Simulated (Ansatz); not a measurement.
Ga₉N₇ (cell with a defect)

```yaml
crystal:
  lattice:
    - [0.00000, 0.00000, -5.24317]
    - [6.43674, 0.00000, 0.00000]
    - [-3.21837, -5.57438, 0.00000]
  atoms:
    - { symbol: Ga, position: [0.60486, 0.16667, 0.33333] }
    - { symbol: Ga, position: [0.48795, 0.66777, 0.33555] }
    - { symbol: Ga, position: [0.48795, 0.16445, 0.83223] }
    - { symbol: Ga, position: [0.48795, 0.66777, 0.83223] }
    - { symbol: Ga, position: [0.98118, 0.79770, 0.14885] }
    - { symbol: Ga, position: [0.98118, 0.35115, 0.14885] }
    - { symbol: Ga, position: [0.98536, 0.83333, 0.66667] }
    - { symbol: Ga, position: [0.98118, 0.35115, 0.70230] }
    - { symbol: Ga, position: [0.17038, 0.16667, 0.33333] }
    - { symbol: N, position: [0.11901, 0.67018, 0.34036] }
    - { symbol: N, position: [0.11901, 0.15964, 0.82982] }
    - { symbol: N, position: [0.11901, 0.67018, 0.82982] }
    - { symbol: N, position: [0.62049, 0.81049, 0.15524] }
    - { symbol: N, position: [0.62049, 0.34476, 0.15524] }
    - { symbol: N, position: [0.61350, 0.83333, 0.66667] }
    - { symbol: N, position: [0.62049, 0.34476, 0.68951] }
```

These are results of DFT PBE, scalar-relativistic, plane waves, PAW (Ansatz), not measurements.

The density is the valence pseudo-density of a PAW calculation; it isn't the true density close to the nuclei.

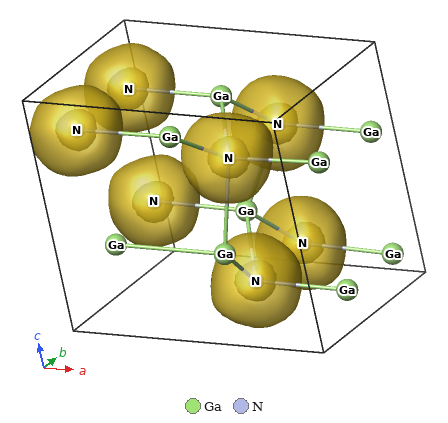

Figure 1. Isosurface of the electron localisation function at 0.65 (yellow), seen slightly off an axis. Core shells and regions of very low density are left out. Sticks mark near contacts.

Q: What do the ELF domains correspond to?

A: At this value the surface marks out seven regions wrapped around N (the valence shell of each), counted in one cell of 16 atoms. Regions shared between cells count once. Profiles from the grid: Ga–N (1.89 Å): the ELF peaks at about 0.85 in the valence shell of N, 0.6 Å from its nucleus, and is about 0.50 at the midpoint. Ga–Ga (2.28 Å): the ELF reaches about 0.60 near the midpoint.

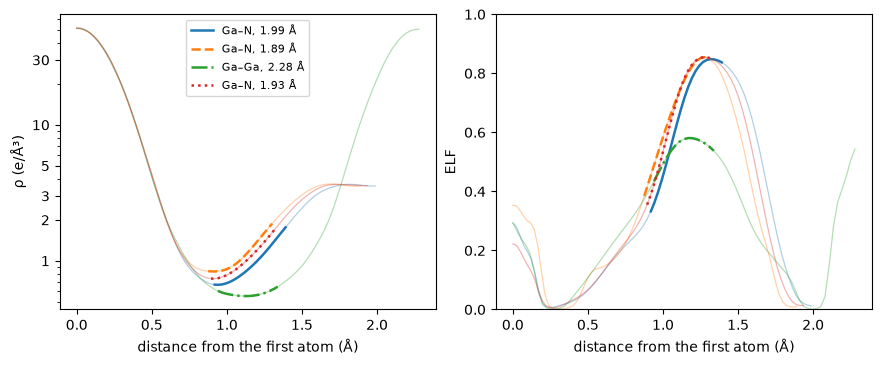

Figure 2. Valence electron density and ELF along straight lines between neighbouring atoms. Thin, pale parts lie inside the atomic spheres.

Q: What can be read from the curves?

A: Ga–N (1.99 Å): the density is about 0.68 e/Å³ at the midpoint; the ELF peaks at about 0.85 in the valence shell of N, 0.7 Å from its nucleus, and is about 0.45 at the midpoint.
Ga–N (1.89 Å): ρ at the midpoint is about 0.84 e/Å³; the ELF peaks at about 0.85 in the valence shell of N, 0.6 Å from its nucleus, and is about 0.50 at the midpoint.
Ga–Ga (2.28 Å): the density is about 0.55 e/Å³ at the midpoint; the ELF reaches about 0.60 near the midpoint.
Ga–N (1.93 Å): ρ is about 0.76 e/Å³ halfway; the ELF peaks at about 0.85 in the valence shell of N, 0.7 Å from its nucleus, and is about 0.45 at the midpoint.

Q: Does the calculation give a band gap?

A: It is gapless in this calculation (a metal or semimetal).
